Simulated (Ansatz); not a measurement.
## Single-point calculation of Si₆₄C₆₄ (part 1 of 2)

Si₆₄C₆₄ (F-43m, 128 atoms in the cell), computed with DFT, PBEsol, PAW, plane waves (Ansatz 0.2.0).

The structure was built on a prototype by a generator.

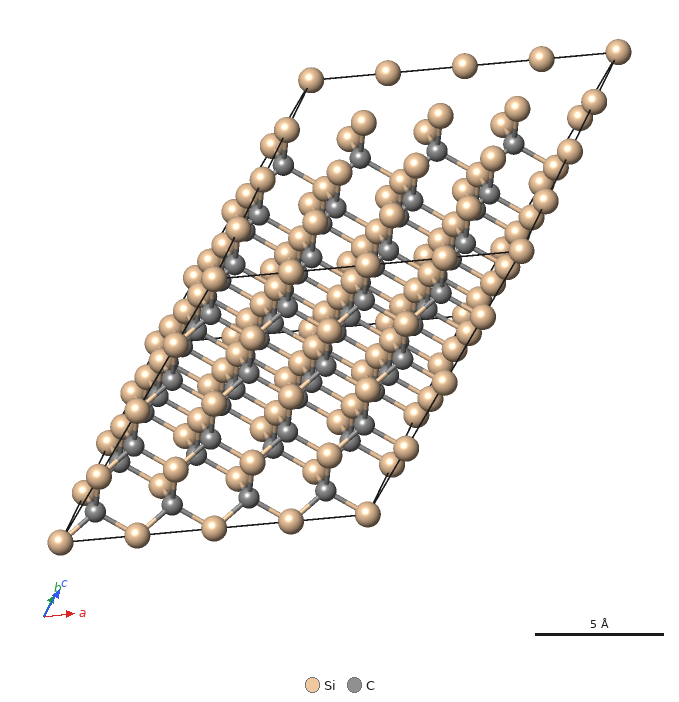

*The structure as given in the input (ball-and-stick view of the cell of the calculation, seen at an oblique angle).*

## Input
```yaml
crystal:
  lattice:
    - [0.000000, 8.713706, 8.713706]
    - [8.713706, 0.000000, 8.713706]
    - [8.713706, 8.713706, 0.000000]
  atoms:
    - { symbol: Si, position: [0.000000, 0.000000, 0.000000] }
    - { symbol: Si, position: [0.500000, 0.000000, 0.000000] }
    - { symbol: Si, position: [0.000000, 0.500000, 0.000000] }
    - { symbol: Si, position: [0.000000, 0.000000, 0.500000] }
    - { symbol: Si, position: [0.250000, 0.250000, 0.250000] }
    - { symbol: Si, position: [0.500000, 0.500000, 0.000000] }
    - { symbol: Si, position: [0.500000, 0.000000, 0.500000] }
    - { symbol: Si, position: [0.750000, 0.250000, 0.250000] }
    - { symbol: Si, position: [0.000000, 0.500000, 0.500000] }
    - { symbol: Si, position: [0.250000, 0.750000, 0.250000] }
    - { symbol: Si, position: [0.250000, 0.250000, 0.750000] }
    - { symbol: Si, position: [0.500000, 0.500000, 0.500000] }
    - { symbol: Si, position: [0.750000, 0.750000, 0.250000] }
    - { symbol: Si, position: [0.750000, 0.250000, 0.750000] }
    - { symbol: Si, position: [0.250000, 0.750000, 0.750000] }
    - { symbol: Si, position: [0.750000, 0.750000, 0.750000] }
    - { symbol: Si, position: [0.000000, 0.000000, 0.250000] }
    - { symbol: Si, position: [0.250000, 0.250000, 0.000000] }
    - { symbol: Si, position: [0.500000, 0.000000, 0.250000] }
    - { symbol: Si, position: [0.750000, 0.250000, 0.000000] }
    - { symbol: Si, position: [0.000000, 0.500000, 0.250000] }
    - { symbol: Si, position: [0.250000, 0.750000, 0.000000] }
    - { symbol: Si, position: [0.000000, 0.000000, 0.750000] }
    - { symbol: Si, position: [0.250000, 0.250000, 0.500000] }
    - { symbol: Si, position: [0.500000, 0.500000, 0.250000] }
    - { symbol: Si, position: [0.750000, 0.750000, 0.000000] }
    - { symbol: Si, position: [0.500000, 0.000000, 0.750000] }
    - { symbol: Si, position: [0.750000, 0.250000, 0.500000] }
    - { symbol: Si, position: [0.000000, 0.500000, 0.750000] }
    - { symbol: Si, position: [0.250000, 0.750000, 0.500000] }
    - { symbol: Si, position: [0.500000, 0.500000, 0.750000] }
    - { symbol: Si, position: [0.750000, 0.750000, 0.500000] }
    - { symbol: Si, position: [0.000000, 0.250000, 0.000000] }
    - { symbol: Si, position: [0.250000, 0.000000, 0.250000] }
    - { symbol: Si, position: [0.500000, 0.250000, 0.000000] }
    - { symbol: Si, position: [0.750000, 0.000000, 0.250000] }
    - { symbol: Si, position: [0.000000, 0.750000, 0.000000] }
    - { symbol: Si, position: [0.000000, 0.250000, 0.500000] }
    - { symbol: Si, position: [0.250000, 0.500000, 0.250000] }
    - { symbol: Si, position: [0.500000, 0.750000, 0.000000] }
    - { symbol: Si, position: [0.250000, 0.000000, 0.750000] }
    - { symbol: Si, position: [0.500000, 0.250000, 0.500000] }
    - { symbol: Si, position: [0.750000, 0.500000, 0.250000] }
    - { symbol: Si, position: [0.750000, 0.000000, 0.750000] }
    - { symbol: Si, position: [0.000000, 0.750000, 0.500000] }
    - { symbol: Si, position: [0.250000, 0.500000, 0.750000] }
    - { symbol: Si, position: [0.500000, 0.750000, 0.500000] }
    - { symbol: Si, position: [0.750000, 0.500000, 0.750000] }
    - { symbol: Si, position: [0.250000, 0.000000, 0.000000] }
    - { symbol: Si, position: [0.750000, 0.000000, 0.000000] }
    - { symbol: Si, position: [0.000000, 0.250000, 0.250000] }
    - { symbol: Si, position: [0.250000, 0.500000, 0.000000] }
    - { symbol: Si, position: [0.250000, 0.000000, 0.500000] }
    - { symbol: Si, position: [0.500000, 0.250000, 0.250000] }
    - { symbol: Si, position: [0.750000, 0.500000, 0.000000] }
    - { symbol: Si, position: [0.750000, 0.000000, 0.500000] }
    - { symbol: Si, position: [0.000000, 0.750000, 0.250000] }
    - { symbol: Si, position: [0.000000, 0.250000, 0.750000] }
    - { symbol: Si, position: [0.250000, 0.500000, 0.500000] }
    - { symbol: Si, position: [0.500000, 0.750000, 0.250000] }
    - { symbol: Si, position: [0.500000, 0.250000, 0.750000] }
    - { symbol: Si, position: [0.750000, 0.500000, 0.500000] }
    - { symbol: Si, position: [0.000000, 0.750000, 0.750000] }
    - { symbol: Si, position: [0.500000, 0.750000, 0.750000] }
    - { symbol: C, position: [0.062500, 0.062500, 0.062500] }
    - { symbol: C, position: [0.562500, 0.062500, 0.062500] }
    - { symbol: C, position: [0.062500, 0.562500, 0.062500] }
    - { symbol: C, position: [0.062500, 0.062500, 0.562500] }
    - { symbol: C, position: [0.312500, 0.312500, 0.312500] }
    - { symbol: C, position: [0.562500, 0.562500, 0.062500] }
    - { symbol: C, position: [0.562500, 0.062500, 0.562500] }
    - { symbol: C, position: [0.812500, 0.312500, 0.312500] }
    - { symbol: C, position: [0.062500, 0.562500, 0.562500] }
    - { symbol: C, position: [0.312500, 0.812500, 0.312500] }
    - { symbol: C, position: [0.312500, 0.312500, 0.812500] }
    - { symbol: C, position: [0.562500, 0.562500, 0.562500] }
    - { symbol: C, position: [0.812500, 0.812500, 0.312500] }
    - { symbol: C, position: [0.812500, 0.312500, 0.812500] }
    - { symbol: C, position: [0.312500, 0.812500, 0.812500] }
    - { symbol: C, position: [0.812500, 0.812500, 0.812500] }
    - { symbol: C, position: [0.062500, 0.062500, 0.312500] }
    - { symbol: C, position: [0.312500, 0.312500, 0.062500] }
    - { symbol: C, position: [0.562500, 0.062500, 0.312500] }
    - { symbol: C, position: [0.812500, 0.312500, 0.062500] }
    - { symbol: C, position: [0.062500, 0.562500, 0.312500] }
    - { symbol: C, position: [0.312500, 0.812500, 0.062500] }
    - { symbol: C, position: [0.062500, 0.062500, 0.812500] }
    - { symbol: C, position: [0.312500, 0.312500, 0.562500] }
    - { symbol: C, position: [0.562500, 0.562500, 0.312500] }
    - { symbol: C, position: [0.812500, 0.812500, 0.062500] }
    - { symbol: C, position: [0.562500, 0.062500, 0.812500] }
    - { symbol: C, position: [0.812500, 0.312500, 0.562500] }
    - { symbol: C, position: [0.062500, 0.562500, 0.812500] }
    - { symbol: C, position: [0.312500, 0.812500, 0.562500] }
    - { symbol: C, position: [0.562500, 0.562500, 0.812500] }
    - { symbol: C, position: [0.812500, 0.812500, 0.562500] }
    - { symbol: C, position: [0.062500, 0.312500, 0.062500] }
    - { symbol: C, position: [0.312500, 0.062500, 0.312500] }
    - { symbol: C, position: [0.562500, 0.312500, 0.062500] }
    - { symbol: C, position: [0.812500, 0.062500, 0.312500] }
    - { symbol: C, position: [0.062500, 0.812500, 0.062500] }
    - { symbol: C, position: [0.062500, 0.312500, 0.562500] }
    - { symbol: C, position: [0.312500, 0.562500, 0.312500] }
    - { symbol: C, position: [0.562500, 0.812500, 0.062500] }
    - { symbol: C, position: [0.312500, 0.062500, 0.812500] }
    - { symbol: C, position: [0.562500, 0.312500, 0.562500] }
    - { symbol: C, position: [0.812500, 0.562500, 0.312500] }
    - { symbol: C, position: [0.812500, 0.062500, 0.812500] }
    - { symbol: C, position: [0.062500, 0.812500, 0.562500] }
    - { symbol: C, position: [0.312500, 0.562500, 0.812500] }
    - { symbol: C, position: [0.562500, 0.812500, 0.562500] }
    - { symbol: C, position: [0.812500, 0.562500, 0.812500] }
    - { symbol: C, position: [0.312500, 0.062500, 0.062500] }
    - { symbol: C, position: [0.812500, 0.062500, 0.062500] }
    - { symbol: C, position: [0.062500, 0.312500, 0.312500] }
    - { symbol: C, position: [0.312500, 0.562500, 0.062500] }
    - { symbol: C, position: [0.312500, 0.062500, 0.562500] }
    - { symbol: C, position: [0.562500, 0.312500, 0.312500] }
    - { symbol: C, position: [0.812500, 0.562500, 0.062500] }
    - { symbol: C, position: [0.812500, 0.062500, 0.562500] }
    - { symbol: C, position: [0.062500, 0.812500, 0.312500] }
    - { symbol: C, position: [0.062500, 0.312500, 0.812500] }
    - { symbol: C, position: [0.312500, 0.562500, 0.562500] }
    - { symbol: C, position: [0.562500, 0.812500, 0.312500] }
    - { symbol: C, position: [0.562500, 0.312500, 0.812500] }
    - { symbol: C, position: [0.812500, 0.562500, 0.562500] }
    - { symbol: C, position: [0.062500, 0.812500, 0.812500] }
    - { symbol: C, position: [0.562500, 0.812500, 0.812500] }
  symmetry: { detect: false }
kpoints:
  mp_grid: { grid: [1, 1, 1], shift: [0.25, 0.25, 0.25] }
hamiltonian:
  xc: pbesol
scf:
  occupations: { method: fermi_dirac, width: 0.01 }
output:
  forces: true
  eigenvalues: true
  stress: true
  populations: true
  eigenstates: { kpoints: [[0.25, 0.25, 0.25]], e_range: [-6.0, 6.0], localisation: true }
```

## What the program printed
```
Pseudopotentials: kind: paw
Functional definition: PBEsol
  exchange = pbesol_x
  correlation = pbesol_c
Crystal: 128 atoms, lattice volume = 1323.240 Å³
Basis set: ecut = 420 eV, 25893 PW (Γ), exchange–correlation on 180×180×180 points (8 copies of the dense FFT grid, shifted against one another)
Bands: 384, of which v1, the nominal top of the filled ones, is band 256 counted from 1 (255 counted from 0)
Symmetry: 1 space group operations
k-points: 1
Non-local potential: Si, projectors of the file, l = 0: 2, l = 1: 2, l = 2: 2
Non-local potential: C, projectors of the file, l = 0: 2, l = 1: 2, l = 2: 1
PAW form: soft (Blöchl's): semilocal exchange-correlation on the pseudo side does not see the compensation charge
PAW frozen core: Si, regenerated for the run's functional, and the local potential with it (the file was generated under x = pbe(κ = 0.804, μ = 0.2195149727645171), c = pbe(β = 0.06672455060314922))
PAW frozen core: C, regenerated for the run's functional, and the local potential with it (the file was generated under x = pbe(κ = 0.804, μ = 0.2195149727645171), c = pbe(β = 0.06672455060314922))
PAW one-centre angular grid: Si, 110 points (default); XC on 64 Gauss nodes
PAW one-centre angular grid: C, 110 points (default); XC on 64 Gauss nodes
Initial density: superposition of atomic densities (neutral atoms: chi_scale 0, normalization atom), corrected by the library's trained network
Initial wavefunctions: pseudopotential atomic-orbital guess
Functional: x = pbesol(κ = 0.804, μ = 0.12345679012345678), c = pbesol(β = 0.046)
SCF iter   1: F=—  HF=-55593.257811 eV  |F-HF|=—  |Δ(HF+E_count)|=         —  Δρ=6.27e-3  dr2=5.88e-1  ethr=1.77e-3  ⟨swp⟩=6.0  Hψ=1727  notcnv=0  defer=39
preconditioner: auto → Resta (q_TF=auto, 2.329 Å⁻¹)  ε∞=4.8  [insulator: Δε(μ)=1.488 eV  Ē_g=11.820 eV  σ=0.010 eV  W_gap=1.00  n_scr=282 (ndim 8)  ℏωp=23.1 eV  f_vac=0.000  D(μ)=0.00/eV (n_scr^D=0)  ε∞_Penn≈4.8]
SCF iter   2: F=—  HF=-55593.092601 eV  |F-HF|=—  |Δ(HF+E_count)|=   1.65e-1  Δρ=1.94e-3  dr2=4.99e-2  ethr=1.15e-4  ⟨swp⟩=3.0  Hψ=699  notcnv=0  defer=121
SCF iter   3: F=—  HF=-55593.083160 eV  |F-HF|=—  |Δ(HF+E_count)|=   9.44e-3  Δρ=6.42e-4  dr2=4.10e-3  ethr=9.76e-6  ⟨swp⟩=2.0  Hψ=460  notcnv=0  defer=122
SCF iter   4: F=—  HF=-55593.083302 eV  |F-HF|=—  |Δ(HF+E_count)|=   1.42e-4  Δρ=7.18e-5  dr2=3.26e-5  ethr=8.01e-7  ⟨swp⟩=3.0  Hψ=528  notcnv=0  defer=122
SCF iter   5: F=—  HF=-55593.084500 eV  |F-HF|=—  |Δ(HF+E_count)|=   1.20e-3  Δρ=1.41e-5  dr2=2.56e-6  ethr=6.37e-9  ⟨swp⟩=2.0  Hψ=516  notcnv=0  defer=122
SCF iter   6: F=—  HF=-55593.084501 eV  |F-HF|=—  |Δ(HF+E_count)|=   7.59e-7  Δρ=3.76e-6  dr2=2.31e-7  ethr=4.99e-10  ⟨swp⟩=2.0  Hψ=518  notcnv=0  defer=122
SCF iter   7: F=-55593.084501 eV  HF=-55593.084501 eV  |F-HF|=2.78e-9  |Δ(HF+E_count)|=   4.92e-8  Δρ=8.63e-7  dr2=9.79e-9  ethr=1.95e-11  ⟨swp⟩=14.0  Hψ=2304  notcnv=0
SCF 1 converged in 7 iterations: F = -55593.084501 eV  dr2 = 9.79e-9
  greatest PAW one-centre occupation: 0.640 electrons in one spin orbital (limit 2), on the C atom at site 109 (counted from 0), in its partial waves of l = 0
NSCF: frozen V_eff on 1 k-points
SCF converged after 7 iterations
Free energy (F): -55593.084501 eV
Harris-Foulkes:  -55593.084501 eV  (|F-HF|=2.78e-9)
Internal energy: -55593.084501 eV  (E = F + TS)
E sigma→0 (E₀):  -55593.084501 eV
Fermi energy:    10.181600 eV
--- Per-component energies (eV) ---
  E_band       = 1814.624517
  E_kinetic    = 8677.459438
  E_local      = -6657.703006  (includes V_loc(G=0)·N_el)
  E_nonlocal   = 3322.774290
  E_hartree    = 2028.591876
  E_xc         = -6696.008567
  E_vxc        = -6986.184734  (∫ρ·V_xc dr)
  E_paw        = -38040.609361  (= ΣΔE_a)
  E_vpaw       = -598.904861  (= ΣTr[D̂ρ^β])
  E_aug_tail   = 0.000721  (compensation charges beyond the density's cutoff)
  E_ewald      = -18230.960207
  E_core_change = 3.370314  (= ΣΔE_core)
  E_smearing   = -0.000000  (= −TS)
  E_closure    = -0.000000  (closes the sum)
  Σ components = -55593.084501   (vs F -55593.084501, Δ=0.00e0)
```
